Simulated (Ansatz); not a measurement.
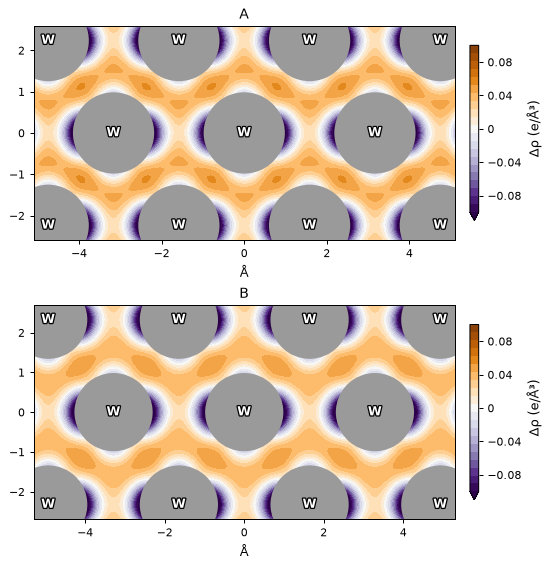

W: deformation density on the (101̄) plane of the conventional cell at two volumes, with the same fractional coordinates and one colour scale. Grey discs cover the cores.

Space group Im-3m.

Level of theory: DFT PBE, scalar-relativistic, plane waves, PAW in Ansatz.

> Which panel is the larger cell, by how much, and what changes?

B is the larger cell: B has 112 % of the volume of A. From A to B, W–W goes from 2.74 to 2.85 Å, and Δρ at its midpoint stays at +0.05 e/Å³. The pressure is 5 GPa in A and −24 GPa in B. The rearranged charge is 0.31 e an atom in A and 0.34 e in B.
